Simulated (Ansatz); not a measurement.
Field-gradient calculation, with input and output: Si3N4 (part 2 of 2)

The same run, continued: Si3N4 (P6₃/m, 14 atoms in the cell); DFT, PBE, plane waves, PAW, no spin polarisation (Ansatz 0.2.0); cutoff 420 eV, 4×4×9 k-mesh, Fermi–Dirac smearing of 0.02 eV. The structure derives from an entry of the Crystallography Open Database.

Geometry of the input (Å; fractional positions):
```
7.6272  0.0000  0.0000
-3.8136  6.6053  0.0000
0.0000  0.0000  2.9182
Si 0.1842  0.7704  0.2500
Si 0.4138  0.1842  0.7500
Si 0.2296  0.4138  0.2500
Si 0.8158  0.2296  0.7500
Si 0.5862  0.8158  0.2500
Si 0.7704  0.5862  0.7500
N  0.3333  0.6667  0.2500
N  0.6667  0.3333  0.7500
N  0.3399  0.0357  0.2500
N  0.3042  0.3399  0.7500
N  0.9643  0.3042  0.2500
N  0.6601  0.9643  0.7500
N  0.6958  0.6601  0.2500
N  0.0357  0.6958  0.7500
```

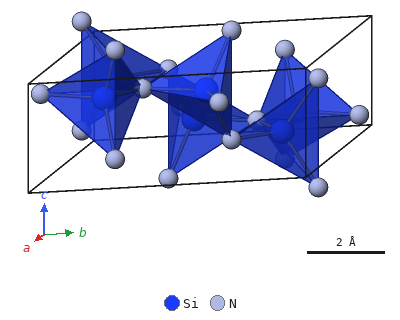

**Figure 1.** The input geometry (polyhedral view of the cell of the calculation, seen slightly off an axis; polyhedra are completed across the faces of the cell).

## What the program printed, continued
```
--- Forces (eV/Å), atoms counted from 1 ---
  atom   1  Si    -2.12568134     0.74897259     0.00000000
  atom   2  Si    -1.71146996    -1.46640775     0.00000000
  atom   3  Si     0.41421138    -2.21538034     0.00000000
  atom   4  Si     2.12568134    -0.74897259     0.00000000
  atom   5  Si     1.71146996     1.46640775     0.00000000
  atom   6  Si    -0.41421138     2.21538034     0.00000000
  atom   7  N      0.00000000    -0.00000000     0.00000000
  atom   8  N     -0.00000000     0.00000000     0.00000000
  atom   9  N     -0.34397152    -0.03303351     0.00000000
  atom  10  N     -0.14337790    -0.31440483     0.00000000
  atom  11  N      0.20059362    -0.28137132     0.00000000
  atom  12  N      0.34397152     0.03303351     0.00000000
  atom  13  N      0.14337790     0.31440483     0.00000000
  atom  14  N     -0.20059362     0.28137132     0.00000000
  max |Σ_I F_I| component: 3.89e-16 eV/Å
--- Stress (GPa, compression-positive) ---
        6.946746       0.000000       0.000000
       -0.000000       6.946746       0.000000
        0.000000       0.000000      -0.615890
  P = ⅓ Tr σ = 4.4259 GPa (44.259 kbar)
--- PAW observables at the nuclei: V_zz in 10²¹ V/m², potentials from the cell's mean, atoms counted from 1 ---
  atom   1  Si V_zz =    -1.811035   η = 0.5215   by run symmetry: allowed
            electrostatic potential = -1359.707140 V   contact ρ = 12804.290010 e/Å³
  atom   2  Si V_zz =    -1.811035   η = 0.5215   by run symmetry: allowed
            electrostatic potential = -1359.707140 V   contact ρ = 12804.290007 e/Å³
  atom   3  Si V_zz =    -1.811035   η = 0.5215   by run symmetry: allowed
            electrostatic potential = -1359.707140 V   contact ρ = 12804.290011 e/Å³
  atom   4  Si V_zz =    -1.811035   η = 0.5215   by run symmetry: allowed
            electrostatic potential = -1359.707140 V   contact ρ = 12804.290010 e/Å³
  atom   5  Si V_zz =    -1.811035   η = 0.5215   by run symmetry: allowed
            electrostatic potential = -1359.707140 V   contact ρ = 12804.290007 e/Å³
  atom   6  Si V_zz =    -1.811035   η = 0.5215   by run symmetry: allowed
            electrostatic potential = -1359.707140 V   contact ρ = 12804.290011 e/Å³
  atom   7  N  V_zz =    -4.218922   η = 0.0000   by run symmetry: allowed   C_q = -2.0851 MHz
            electrostatic potential = -516.285531 V   contact ρ = 1411.702781 e/Å³
  atom   8  N  V_zz =    -4.218922   η = 0.0000   by run symmetry: allowed   C_q = -2.0851 MHz
            electrostatic potential = -516.285531 V   contact ρ = 1411.702781 e/Å³
  atom   9  N  V_zz =    -5.373783   η = 0.0603   by run symmetry: allowed   C_q = -2.6559 MHz
            electrostatic potential = -515.881039 V   contact ρ = 1411.792651 e/Å³
  atom  10  N  V_zz =    -5.373783   η = 0.0603   by run symmetry: allowed   C_q = -2.6559 MHz
            electrostatic potential = -515.881039 V   contact ρ = 1411.792651 e/Å³
  atom  11  N  V_zz =    -5.373783   η = 0.0603   by run symmetry: allowed   C_q = -2.6559 MHz
            electrostatic potential = -515.881039 V   contact ρ = 1411.792651 e/Å³
  atom  12  N  V_zz =    -5.373783   η = 0.0603   by run symmetry: allowed   C_q = -2.6559 MHz
            electrostatic potential = -515.881039 V   contact ρ = 1411.792651 e/Å³
  atom  13  N  V_zz =    -5.373783   η = 0.0603   by run symmetry: allowed   C_q = -2.6559 MHz
            electrostatic potential = -515.881039 V   contact ρ = 1411.792651 e/Å³
  atom  14  N  V_zz =    -5.373783   η = 0.0603   by run symmetry: allowed   C_q = -2.6559 MHz
            electrostatic potential = -515.881039 V   contact ρ = 1411.792651 e/Å³
--- Band table (eV; the first three rows and the last of 20) ---
  k-point 0: bands = ["-10.1055", "-8.6217", "-8.2637", "-8.2637", "-7.6547", "-7.6547", "-6.8853", "-6.0801", "0.0219", "0.0219", "0.3244", "0.4135", "0.4135", "2.1713", "2.1713", "3.4610", "3.8054", "4.2258", "4.2258", "4.6156", "4.6156", "4.8746", "5.0813", "5.0813", "5.4805", "6.7095", "6.7095", "6.8026", "6.8026", "7.1767", "7.4204", "7.9804", "12.5529", "12.9112", "13.1733", "13.1733", "13.2050", "13.2050", "13.9634", "15.7967", "15.9481", "15.9481", "16.7386", "17.7722", "17.7722", "17.8011"]
  k-point 1: bands = ["-9.9647", "-8.5263", "-8.1323", "-8.1323", "-7.5378", "-7.5378", "-6.8272", "-6.0558", "0.0439", "0.0439", "0.4125", "0.4504", "0.4504", "2.2440", "2.2440", "3.1875", "3.4291", "3.8212", "3.8212", "4.0611", "4.0611", "4.6566", "4.9472", "4.9472", "5.0983", "6.6955", "6.6955", "6.8302", "6.8348", "6.8413", "6.8413", "8.1805", "13.4197", "13.4673", "13.6097", "13.6097", "13.9134", "13.9134", "14.2283", "15.8166", "15.8166", "15.8834", "17.1442", "17.1627", "17.1627", "17.3009"]
  k-point 2: bands = ["-9.5592", "-8.2706", "-7.7602", "-7.7602", "-7.2177", "-7.2177", "-6.6807", "-6.0323", "-0.0453", "-0.0453", "0.4142", "0.4142", "0.6453", "1.9955", "2.4062", "2.4062", "2.8928", "2.8928", "2.9051", "3.1957", "3.1957", "4.0842", "4.5871", "4.8122", "4.8122", "5.8535", "6.3344", "6.6631", "6.6631", "6.8288", "6.8288", "8.2312", "13.7719", "13.7719", "14.4355", "14.8624", "14.9888", "14.9888", "15.2699", "15.5686", "15.5686", "16.0248", "16.0891", "16.0891", "16.6937", "17.2124"]
  k-point 19: bands = ["-8.1326", "-7.9958", "-6.9589", "-6.7606", "-6.6428", "-6.4471", "-6.3213", "-6.2704", "-0.9263", "-0.8288", "-0.5851", "-0.2125", "0.2749", "0.5160", "1.2903", "1.6386", "1.8890", "2.2807", "3.0593", "3.2469", "3.3809", "3.5719", "3.6379", "3.9439", "5.1201", "5.2461", "6.3481", "6.4256", "6.7252", "6.8995", "7.1099", "7.3053", "12.8404", "13.0269", "13.5207", "13.8205", "14.2083", "14.5713", "14.7290", "15.0395", "15.2086", "15.3584", "16.0235", "16.1202", "17.0402", "17.1641"]
--- Löwdin populations: 14 sites ---
  site symbol       q [e]
     0     Si      2.5551
     1     Si      2.5551
     2     Si      2.5551
     3     Si      2.5551
     4     Si      2.5551
     5     Si      2.5551
     6      N      6.0049
     7      N      6.0049
     8      N      5.9594
     9      N      5.9594
    10      N      5.9594
    11      N      5.9594
    12      N      5.9594
    13      N      5.9594
  spilling = 0.014120 (of n_electrons = 64.000000)
```

## File populations.tsv
```
# site	symbol	l	j	q
# orbitals = lowdin
# n_electrons = 64.000000
# spilling = 0.014120
0	Si	0_3S	-	0.800735
0	Si	1_3P	-	1.754320
1	Si	0_3S	-	0.800735
1	Si	1_3P	-	1.754320
2	Si	0_3S	-	0.800735
2	Si	1_3P	-	1.754320
3	Si	0_3S	-	0.800735
3	Si	1_3P	-	1.754320
4	Si	0_3S	-	0.800735
4	Si	1_3P	-	1.754320
5	Si	0_3S	-	0.800735
5	Si	1_3P	-	1.754320
6	N	0_2S	-	1.355325
6	N	1_2P	-	4.649547
7	N	0_2S	-	1.355325
7	N	1_2P	-	4.649547
8	N	0_2S	-	1.377911
8	N	1_2P	-	4.581462
9	N	0_2S	-	1.377911
9	N	1_2P	-	4.581462
10	N	0_2S	-	1.377911
10	N	1_2P	-	4.581462
11	N	0_2S	-	1.377911
11	N	1_2P	-	4.581462
12	N	0_2S	-	1.377911
12	N	1_2P	-	4.581462
13	N	0_2S	-	1.377911
13	N	1_2P	-	4.581462
```

## File rho_z.tsv
```
# z_ang	rho[e/angstrom^3]
# format = ansatz-planar-average/11
# lattice	7.627200000	0.000000000	0.000000000
# lattice	-3.813600000	6.605348960	0.000000000
# lattice	0.000000000	0.000000000	2.918200000
# sites	14
# site	14	-1.533067200	5.088760839	0.729550000
# site	14	2.453670240	1.216705278	2.188650000
# site	14	0.173137440	2.733293400	0.729550000
# site	14	5.346667200	1.516588121	2.188650000
# site	14	1.359929760	5.388643681	0.729550000
# site	14	3.640462560	3.872055560	2.188650000
# site	7	-0.000000000	4.403565973	0.729550000
# site	7	3.813600000	2.201782987	2.188650000
# site	7	2.456339760	0.235810958	0.729550000
# site	7	1.023951600	2.245158111	2.188650000
# site	7	6.194811840	2.009347154	0.729550000
# site	7	1.357260240	6.369538002	2.188650000
# site	7	2.789648400	4.360190848	0.729550000
# site	7	-2.381211840	4.596001806	2.188650000
0.000000	3.432908e-1
0.145910	3.598124e-1
0.291820	4.064647e-1
0.437730	4.656453e-1
0.583640	5.101784e-1
0.729550	5.256616e-1
0.875460	5.101784e-1
1.021370	4.656453e-1
1.167280	4.064647e-1
1.313190	3.598124e-1
1.459100	3.432908e-1
1.605010	3.598124e-1
1.750920	4.064647e-1
1.896830	4.656453e-1
2.042740	5.101784e-1
2.188650	5.256616e-1
2.334560	5.101784e-1
2.480470	4.656453e-1
2.626380	4.064647e-1
2.772290	3.598124e-1
```

## File v_z.tsv
```
# z_ang	v_es[eV]	v_tot[eV]
# format = ansatz-planar-average/11
# xc	pbe
# density_cutoff_ev	1680
# datasets	Si=:simpson_from_first_knot:soft	N=:simpson_from_first_knot:soft
# lattice	7.627200000	0.000000000	0.000000000
# lattice	-3.813600000	6.605348960	0.000000000
# lattice	0.000000000	0.000000000	2.918200000
# sites	14
# site	14	-1.533067200	5.088760839	0.729550000
# site	14	2.453670240	1.216705278	2.188650000
# site	14	0.173137440	2.733293400	0.729550000
# site	14	5.346667200	1.516588121	2.188650000
# site	14	1.359929760	5.388643681	0.729550000
# site	14	3.640462560	3.872055560	2.188650000
# site	7	-0.000000000	4.403565973	0.729550000
# site	7	3.813600000	2.201782987	2.188650000
# site	7	2.456339760	0.235810958	0.729550000
# site	7	1.023951600	2.245158111	2.188650000
# site	7	6.194811840	2.009347154	0.729550000
# site	7	1.357260240	6.369538002	2.188650000
# site	7	2.789648400	4.360190848	0.729550000
# site	7	-2.381211840	4.596001806	2.188650000
0.000000	5.979929e0	-4.362451e0
0.145910	5.048525e0	-5.359712e0
0.291820	2.961995e0	-7.661196e0
0.437730	6.964765e-1	-1.011401e1
0.583640	-1.020171e0	-1.196835e1
0.729550	-1.647203e0	-1.269487e1
0.875460	-1.020171e0	-1.196835e1
1.021370	6.964765e-1	-1.011401e1
1.167280	2.961995e0	-7.661196e0
1.313190	5.048525e0	-5.359712e0
1.459100	5.979929e0	-4.362451e0
1.605010	5.048525e0	-5.359712e0
1.750920	2.961995e0	-7.661196e0
1.896830	6.964765e-1	-1.011401e1
2.042740	-1.020171e0	-1.196835e1
2.188650	-1.647203e0	-1.269487e1
2.334560	-1.020171e0	-1.196835e1
2.480470	6.964765e-1	-1.011401e1
2.626380	2.961995e0	-7.661196e0
2.772290	5.048525e0	-5.359712e0
```

## Results in brief

| quantity | value |
| --- | --- |
| outcome | converged |
| space group (tolerance 0.01 Å) | P6₃/m (176) |
| electrons treated | 64 |
| free energy | −6901.3459 eV |
| Fermi energy | 10.399 eV |
| gap on the k-point mesh | 4.32 eV |
| pressure | 4.43 GPa |
| field gradient V_zz (10²¹ V/m²) | Si −1.81, Si −1.81, Si −1.81, Si −1.81, Si −1.81, Si −1.81, N −4.22, N −4.22 (the first 8 of 14 sites) |
| largest force (length of the vector) | 2.254 eV/Å |
| hardware | 1 thread of an x86-64 CPU, shared host |
| wall time | 20 s |
| peak memory | 0.58 GiB |

## Notes

Settings chosen away from the usual ones: scf.eigensolver.kind = "davidson".
